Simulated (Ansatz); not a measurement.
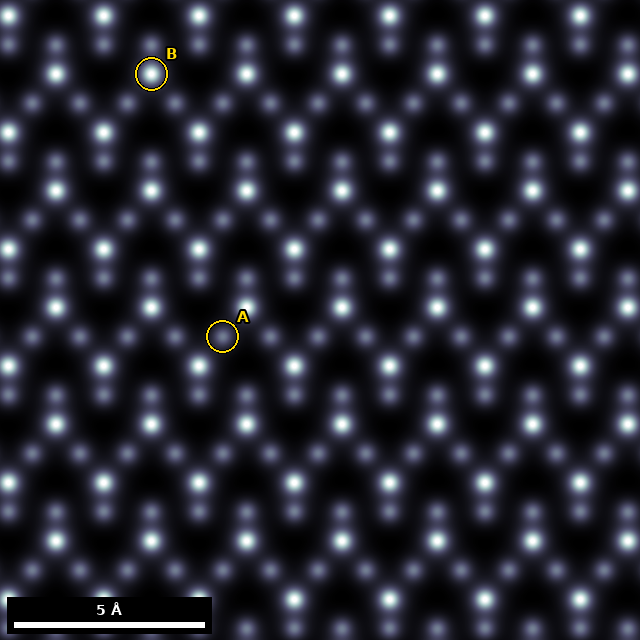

Map of the projected electrostatic potential of Ni (Pm-3n, No. 223) along [211]. Computed as the sum of neutral-atom potentials (tabulated electron scattering factors, B = 0.3 Å²) projected along the beam and smoothed by 0.25 Å; brighter is more positive. Structure used: coordinates from a relaxation with Ansatz 0.2.0, DFT, LDA (PW92), plane waves (420 eV) with PAW, scalar-relativistic; the starting structure was generated, so it need not be a known form of this composition.

```
Ni
1.0
     4.34117    0.00000    0.00000
     0.00000    4.34117    0.00000
     0.00000    0.00000    4.34117
Ni
8
Direct
  0.00000 0.00000 0.00000
  0.50000 0.50000 0.50000
  0.25000 0.00000 0.50000
  0.75000 0.00000 0.50000
  0.50000 0.25000 0.00000
  0.50000 0.75000 0.00000
  0.00000 0.50000 0.25000
  0.00000 0.50000 0.75000
```

### Assign the marked columns.

A: Ni (1 Ni per 10.63 Å along the beam; about 50 % of the brightest peak). B: Ni (2 Ni per 10.63 Å along the beam; the brightest kind). Brightness is counted from the darkest point of the image.
